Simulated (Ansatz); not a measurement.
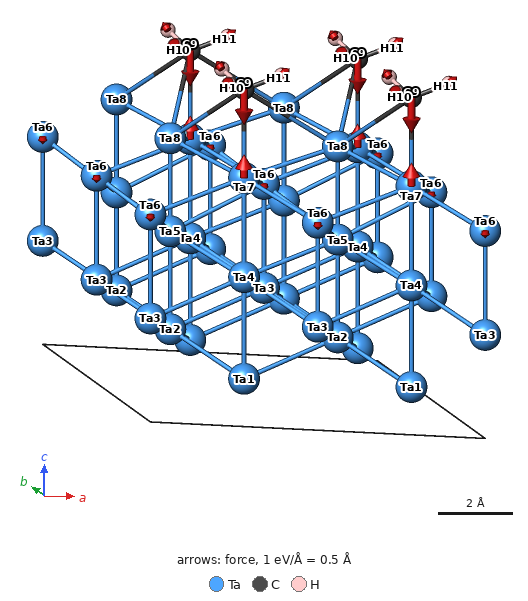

Starting geometry of a slab of composition Ta8H3C (cut from the Im-3m phase) with the computed forces as red arrows. A ball-and-stick model of the 2 × 2 repeat of the cell, outlined in the plane, without the vacuum, seen slightly off an axis.

Case: CH3 put at a top Ta site. The slab is the (1 1 1) face of Ta with CH3 on it. 4 atoms are held fixed.

Computed with Ansatz 0.2.0, DFT PBEsol, scalar-relativistic, plane waves, PAW. (plane-wave cutoff 420 eV; k-point mesh 6 × 6 × 1; occupations gaussian; smearing width 0.1 eV; no spin polarisation; dipole correction; atoms relaxed in a fixed cell; force threshold 0.03 eV/Å; at most 70 steps)

What follows when this structure is relaxed?

It isn't relaxed: the largest force vector, on the C atom, is 2.01 eV/Å. The final displacements follow the starting forces only in part (cosine between the two patterns 0.30). Over 5 accepted moves (6 points after the start) the energy falls by 0.208 eV per cell of the calculation. The largest force component goes from 2 to 0.0061 eV/Å. The line search rejected the trial step at point 1 of the run. The largest moves, 0.22 Å, are those of H atoms. By element the largest moves are H 0.22 Å, C 0.13 Å, Ta 0.08 Å. The cell doesn't change. Some distances before and after: C–Ta 2.467 → 2.269 Å, C–Ta 3.227 → 3.116 Å, Ta–Ta 2.738 → 2.805 Å, Ta–Ta 2.778 → 2.844 Å. Among the angles between lasting bonds that change: H–C–H 108.9° → 103.3°, Ta–C–H 110.0° → 115.1°. Cost: 110 s on 4 threads of Arm Neoverse N1, on a shared host, peak memory 1 GiB.

Limits of the set-up: the periodic images lie only 4.6 Å apart, so the values are limited by the cell's size.
